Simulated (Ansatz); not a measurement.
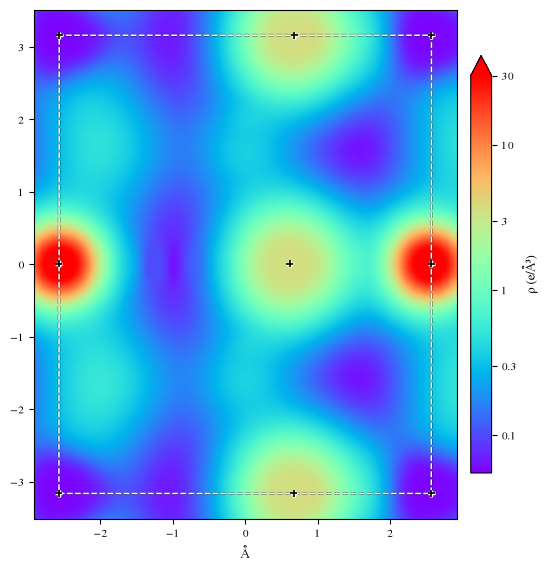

The valence pseudo-density on a plane through atoms (crosses mark nuclei in the plane).

Computed with DFT r2SCAN, scalar-relativistic, plane waves, PAW (Ansatz 0.2.0).

Candidates:
A. AlGa₃N₄, a = 5.14 Å, b = 3.16 Å, c = 5.48 Å, α = 90.00°, β = 90.04°, γ = 90.00°. Space group Pm; a structure from a database of computed crystals, not necessarily the ambient phase.
B. Al₃Cu₂, a = 4.10 Å, b = 4.10 Å, c = 9.98 Å, α = 90.00°, β = 90.00°, γ = 60.00°. Space group P-3m1; a structure from a database of computed crystals, not necessarily the ambient phase; computed without spin polarisation.
C. MnS, a = 5.65 Å, b = 5.65 Å, c = 5.65 Å, α = 90.00°, β = 90.00°, γ = 90.00°. Space group F-43m; spin-polarised.

### Which candidate gave the map?

Candidate A: AlGa₃N₄ on the (011) plane of the conventional cell, which holds Al, Ga and N. Al–N (1.90 Å): the density is about 0.7 e/Å³ at the midpoint. Ga–N (1.95 Å): ρ is about 0.77 e/Å³ halfway.
